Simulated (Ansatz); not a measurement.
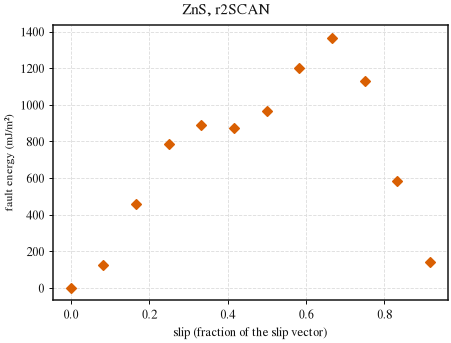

The picture above shows the fault energy against slip for ZnS, space group P6_3mc (No. 186).

The given structure:
```xyz
8
Lattice="-3.8110 0.0000 0.0000 -1.9055 -3.3004 0.0000 0.0000 0.0000 12.4680" Properties=species:S:1:pos:R:3 pbc="T T T"
Zn   -1.9055   -1.1001    8.1510
Zn   -1.9055   -1.1001    1.9170
Zn   -3.8110   -2.2003   11.2680
Zn   -3.8110   -2.2003    5.0340
S    -1.9055   -1.1001   10.5510
S    -1.9055   -1.1001    4.3170
S    -3.8110   -2.2003    1.2000
S    -3.8110   -2.2003    7.4340
```

Computed with Ansatz 0.2.0: rigid slide of a crystal across a plane by tilting cell vector c, one fault a cell, unrelaxed, by plane-wave density functional theory with PAW datasets, free energies less that of the undisturbed cell; scalar-relativistic. Level: r2SCAN, no spin polarisation.

```json
{"setting": "wave cutoff", "value": "500 eV"}
{"setting": "k mesh", "value": "7×7×2"}
{"setting": "occupations", "value": "Gaussian"}
{"setting": "smearing width", "value": "0.05 eV"}
{"setting": "k shift", "value": "(0, 0, 0) (mesh steps)"}
{"setting": "start", "value": "as given"}
{"setting": "height of the cut", "value": "0 (fraction of cell vector c)"}
{"setting": "slip vector", "value": "(1, 1) (multiples of cell vectors a and b)"}
```

From this curve and the settings, what does the calculation give for the shear traction and gap on the k mesh at the same points?

The shear traction goes from 0.00 GPa at slip 0.0000 to −5.41 GPa at 0.9167, not monotonically, with a high of 6.90 GPa at 0.1667 and a low of −10.04 GPa at 0.8333. The gap on the k mesh stays open and runs from 2.817 eV at slip 0.0000 to 2.651 eV at 0.9167, with its least value, 1.696 eV, at 0.6667.

```
slip (fraction of the slip vector)  shear traction (GPa)  gap on the k mesh (eV)
                            0.0000                  0.00                   2.817
                            0.0833                  4.47                   2.701
                            0.1667                  6.90                   2.503
                            0.2500                  4.22                   2.284
                            0.3333                  0.00                   2.224
                            0.4167                  0.17                   2.193
                            0.5000                  3.27                   2.068
                            0.5833                  4.68                   1.847
                            0.6667                  0.00                   1.696
                            0.7500                 -8.27                   1.914
                            0.8333                -10.04                   2.340
                            0.9167                 -5.41                   2.651
```

Limits of the calculation: odd k mesh can miss points on the zone edge; reference crystal is not relaxed.
